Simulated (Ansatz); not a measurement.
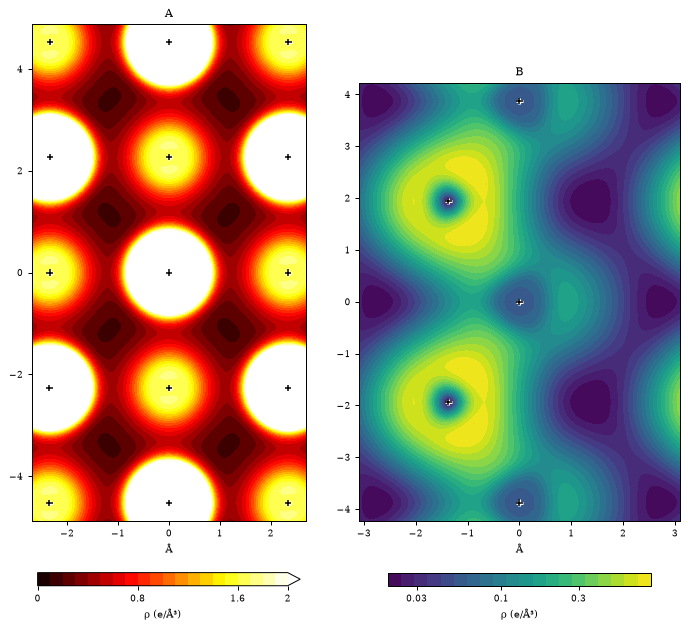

The valence pseudo-density of 2 systems, each on a plane through atoms (crosses mark nuclei in the plane).

The calculation used DFT r2SCAN, scalar-relativistic, plane waves, PAW in Ansatz.

System 1: AlP, the (101) plane of the conventional cell. Space group F-43m.

```cif
data_structure
_symmetry_space_group_name_H-M 'P 1'
_symmetry_Int_Tables_number 1
_cell_length_a 5.4785
_cell_length_b 5.4785
_cell_length_c 5.4785
_cell_angle_alpha 90.000
_cell_angle_beta 90.000
_cell_angle_gamma 90.000
_cell_volume 164.43
loop_
_atom_site_label
_atom_site_type_symbol
_atom_site_fract_x
_atom_site_fract_y
_atom_site_fract_z
_atom_site_occupancy
Al1 Al 0.50000 0.50000 0.00000 1
Al2 Al 0.00000 0.50000 0.50000 1
Al3 Al 0.00000 0.00000 0.00000 1
Al4 Al 0.50000 0.00000 0.50000 1
P1 P 0.75000 0.75000 0.25000 1
P2 P 0.25000 0.75000 0.75000 1
P3 P 0.25000 0.25000 0.25000 1
P4 P 0.75000 0.25000 0.75000 1
```

System 2: HfC, the (11̄0) plane of the conventional cell. Space group I4/mmm; computed pressure about 11 GPa in this cell.

```yaml
crystal:
  lattice:
    - [3.19994, 0.00000, 0.00069]
    - [0.00000, 3.19994, 0.00069]
    - [0.00103, 0.00103, 4.68912]
  atoms:
    - { symbol: Hf, position: [0.00000, 0.00000, 0.00000] }
    - { symbol: Hf, position: [0.50000, 0.50000, 0.50000] }
    - { symbol: C, position: [0.00000, 0.00000, 0.50000] }
    - { symbol: C, position: [0.50000, 0.50000, 0.00000] }
```

Q: Which map belongs to which system?

A: Panel A is system 2, HfC: the plane holds Hf and C. Hf–C (2.26 Å): the density is about 0.57 e/Å³ at the midpoint. Panel B is system 1, AlP: the plane holds Al and P. Al–P (2.37 Å): the density is about 0.52 e/Å³ at the midpoint.
